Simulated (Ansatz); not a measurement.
System: SnSe$_{2}$, space group P-3m1 (No. 164), 3 atoms in the cell.

Space group P-3m1 (No. 164). a = 3.872 Å, b = 3.872 Å, c = 6.988 Å, α = 90.00°, β = 90.00°, γ = 120.00°
```json
{"atom": "Sn", "site": "1a", "symmetry": "-3m.", "x": "0.0000", "y": "0.0000", "z": "0.0000"}
{"atom": "Se", "site": "2d", "symmetry": "3m.", "x": "0.3333", "y": "0.6667", "z": "0.2282"}
```

Ansatz 0.2.0; DFT PBE, scalar-relativistic, plane waves, PAW, no spin polarisation, 12×12×4 k mesh, 420 eV cutoff, Gaussian smearing of 0.02 eV.

Predict the main features of the band structure and density of states. The path is Γ–M–K–Γ–A–L–H–A|L–M|H–K.

A semiconductor. The gap along this path is 0.70 eV and indirect, from the valence-band top between Γ and M to the conduction-band bottom at L; the smallest direct gap is 1.08 eV, between L and M. The top valence band spans 1.0 eV and the lowest conduction band 1.6 eV. The direct gaps are 2.58 eV at H, 2.59 eV at K and 1.21 eV at M. By projected weight, the top eV of the valence band is Se 4p almost alone; the bottom eV of the conduction band is Se 4p (65 %) and Sn 5s (35 %).

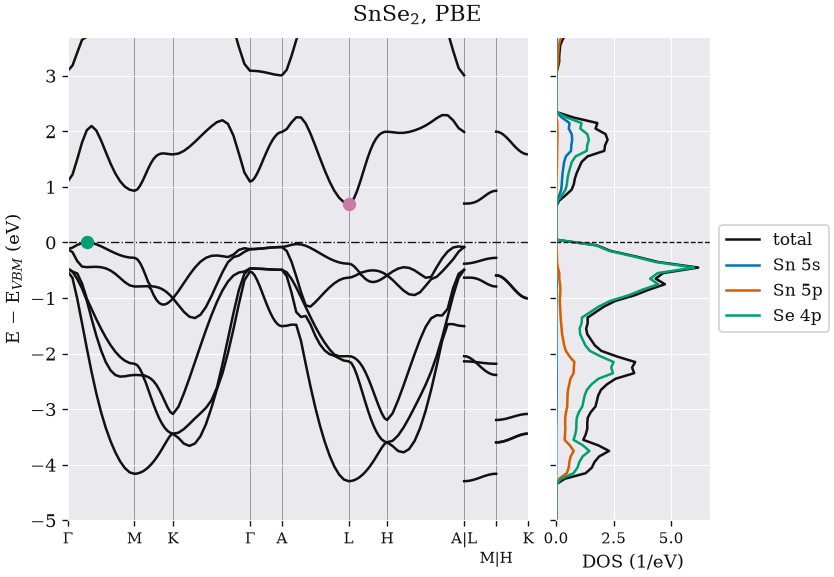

Band structure and density of states. Energies are counted from the top of the valence band. The partial curves are projected on Löwdin-orthogonalised atomic shells.
